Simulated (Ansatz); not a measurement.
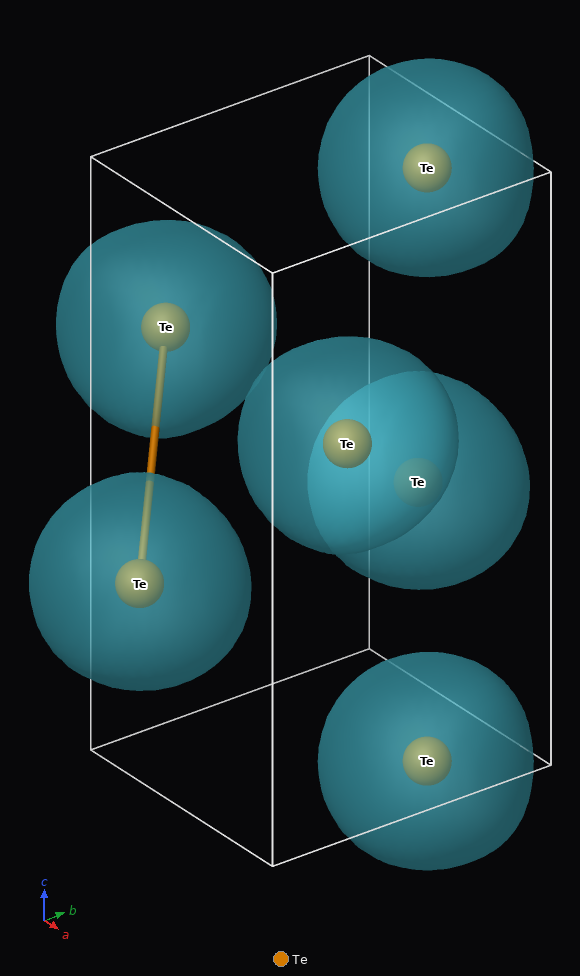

*Te. Isosurface of the valence electron density at 0.5 e/Å³ (cyan), seen slightly off an axis. Sticks mark near contacts.*

Space group P3₁21.

Method: Kohn-Sham DFT of a periodic cell, PBE, Ansatz PAW small core (Ansatz 0.2.0).

Q: Which contacts does the surface bridge?

A: At this value the density breaks into separate islands; it holds about 75 % of the electrons treated as valence. It bridges none of the near contacts. It is pinched off along the shortest Te–Te (2.86 Å) contacts. On the grid the lowest density along these lines, outside the cores, is 0.39 e/Å³ (Te–Te, 2.86 Å).
